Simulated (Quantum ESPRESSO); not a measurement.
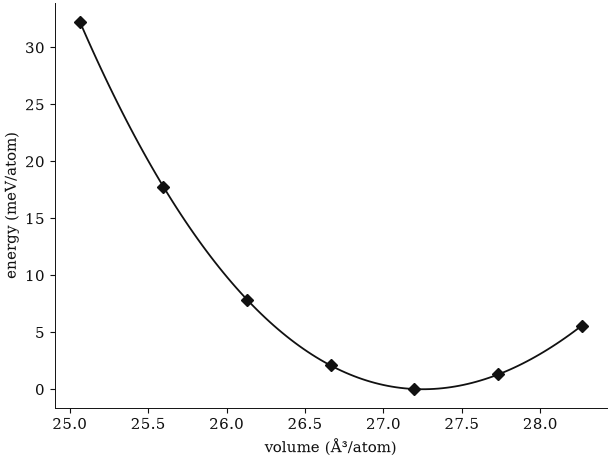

Plotted: energy against volume for PbS, space group Cmcm (No. 63).

Starting cell:
```cif
data_structure
_symmetry_space_group_name_H-M 'P 1'
_symmetry_Int_Tables_number 1
_cell_length_a 6.3421
_cell_length_b 6.3421
_cell_length_c 4.2793
_cell_angle_alpha 90.000
_cell_angle_beta 90.000
_cell_angle_gamma 141.710
_cell_volume 106.65
loop_
_atom_site_label
_atom_site_type_symbol
_atom_site_fract_x
_atom_site_fract_y
_atom_site_fract_z
_atom_site_occupancy
Pb1 Pb 0.13056 0.86944 0.25000 1
Pb2 Pb 0.86944 0.13056 0.75000 1
S1 S 0.35480 0.64520 0.25000 1
S2 S 0.64520 0.35480 0.75000 1
```

Computed with Quantum ESPRESSO 7.5: plane-wave DFT, no spin polarisation; energies at scaled volumes of the given cell, shape and fractions fixed, counted from the fit's minimum, third-order Birch-Murnaghan fit. Level: PBE.

k mesh 7×7×6; occupations Fermi–Dirac; smearing width 0.05 eV; potentials SSSP 1.3 efficiency PBE; wave cutoff 748.3 eV; density cutoff 5987 eV.

From this curve and the settings, what does the calculation give for the pressure at the same points?

The pressure falls from 4.99 GPa at volume 25.06 Å³/atom to −1.79 GPa at 28.26 Å³/atom, and changes sign near 27.20 Å³/atom.

```
volume (Å³/atom)  pressure (GPa)
           25.06            4.99
           25.60            3.54
           26.13            2.24
           26.66            1.06
           27.20            0.01
           27.73           -0.94
           28.26           -1.79
```

Caveats: spin-orbit coupling left out, heavy elements; shape and atomic fractions are frozen while scaling, which makes layered, chain and framework solids too stiff.
